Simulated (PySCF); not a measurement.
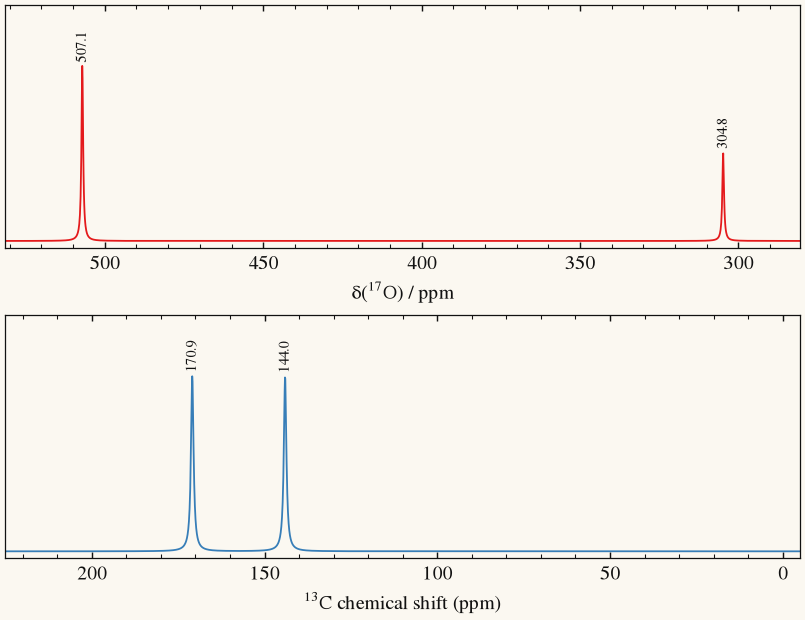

GIAO shifts, PBE0/pcSseg-1 in PySCF 2.14.0, at a GFN2-xTB geometry (no frequency check), against H₂O for ¹⁷O and TMS for ¹³C computed at the same level (¹⁷O: a single water molecule, while the usual scale starts at liquid water and gives values some tens of ppm lower). Gas phase, fully decoupled, line heights follow the number of nuclei, widths are arbitrary (no quadrupolar broadening); values of one conformer, averaged over methyl-type rotors and exact or near symmetry.

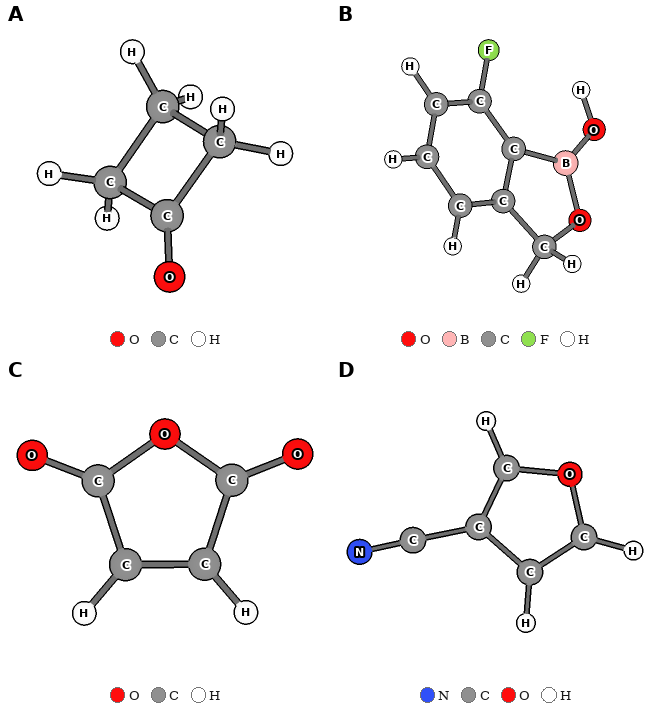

Which molecule was computed? The candidates are drawn in the second picture.

Answer. Structure C, C₄H₂O₃, SMILES O=C1C=CC(=O)O1. Its ¹⁷O signals: 507.1 (2 O), 304.8 (1 O) ppm. Its ¹³C signals: 170.9 (2 C), 144.0 (2 C) ppm.

Caveats: the tight-binding geometry is rougher than a DFT one and adds to the error.
